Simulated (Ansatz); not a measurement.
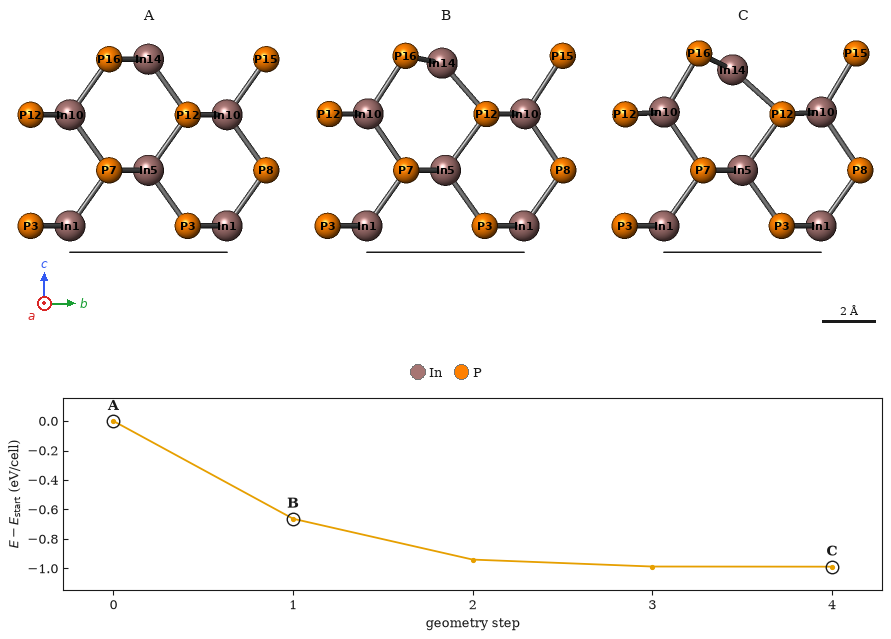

Frames of a constrained relaxation of a slab of composition InP (cut from the F-43m phase), marked on the history of the run. A ball-and-stick model of the cell of the calculation, outlined in the plane, without the vacuum (origin shifted), seen along the a axis.

Case: clean slab, lower planes held. The slab is the (1 1 0) face of InP. 8 atoms are held fixed.

Theory: DFT PBE, scalar-relativistic, plane waves, PAW (Ansatz).

The input:
```yaml
crystal:
  lattice:
    - [8.4288095775, 0.0, 0.0]
    - [0.0, 5.9600684096, 0.0]
    - [0.0, 0.0, 22.3216071831]
  atoms:
    - { symbol: In, position: [0.25, 0.5, 0.3583971322] }
    - { symbol: In, position: [0.75, 0.5, 0.3583971322] }
    - { symbol: P, position: [0.5, 0.25, 0.3583971322] }
    - { symbol: P, position: [0.0, 0.25, 0.3583971322] }
    - { symbol: In, position: [0.5, 0.0, 0.4527990441] }
    - { symbol: In, position: [0.0, 0.0, 0.4527990441] }
    - { symbol: P, position: [0.75, 0.75, 0.4527990441] }
    - { symbol: P, position: [0.25, 0.75, 0.4527990441] }
    - { symbol: In, position: [0.75, 0.5, 0.5472009559] }
    - { symbol: In, position: [0.25, 0.5, 0.5472009559] }
    - { symbol: P, position: [0.0, 0.25, 0.5472009559] }
    - { symbol: P, position: [0.5, 0.25, 0.5472009559] }
    - { symbol: In, position: [0.0, 0.0, 0.6416028678] }
    - { symbol: In, position: [0.5, 0.0, 0.6416028678] }
    - { symbol: P, position: [0.25, 0.75, 0.6416028678] }
    - { symbol: P, position: [0.75, 0.75, 0.6416028678] }
basis:
  ecutwfc: 420
kpoints:
  mp_grid: { grid: [2, 3, 1] }
hamiltonian:
  xc: pbe
scf:
  occupations: { method: gaussian, width: 0.05 }
output:
  forces: true
  eigenvalues: true
  write_density: true
  write_potential: true
  elf: true
  volumetric_format: npy
relax:
  adjacent_minimum: "off"
  f_tol: 0.03
  max_steps: 70
  constraints: [{ sites: [0, 1, 2, 3, 4, 5, 6, 7] }]
efield:
  axis: 3
  dipole_correction: true
  ramp_width: 0.04
```

Launched with:
```bash
ansatz run input.yaml --threads 4 --pin off --max-ram 10240MiB --backend cpu --events-out ev --progress --plain --runs-dir out
```

**Describe the path.**

Over 4 geometry steps the energy falls by 0.988 eV per cell of the calculation. The largest force component goes from 1 to 0.0083 eV/Å. The largest moves, 0.55 Å, are those of In13 and In14. In13 goes at 43° to the normal (−c side). Largest moves by element: In 0.55 Å, P 0.26 Å. The lattice vectors keep their values. Among the contacts that change: P7–In9 2.581 → 2.657 Å, P11–In13 2.581 → 2.533 Å, In13–P15 2.581 → 2.537 Å, In5–P12 2.581 → 2.610 Å. Bond angles that change, for instance: In10–P15–In13 109.5° → 92.7°, In5–P12–In14 109.5° → 96.2°, P11–In13–P15 109.5° → 122.4°. Cost: 80 s on 4 threads of Arm Neoverse V2, with other jobs on the host, peak memory 1.8 GiB. From step 0 to 1: In atoms move most (0.19 Å), energy −0.663 eV per cell of the calculation. From step 1 to 4: In atoms move most (0.35 Å), energy −0.325 eV per cell of the calculation.

| step | E − E(0), meV/atom | largest force component, eV/Å |
| --- | --- | --- |
| 0 | 0.00 | 1.0453 |
| 1 | -41.42 | 0.6698 |
| 2 | -58.74 | 0.2262 |
| 3 | -61.68 | 0.0380 |
| 4 | -61.74 | 0.0083 |
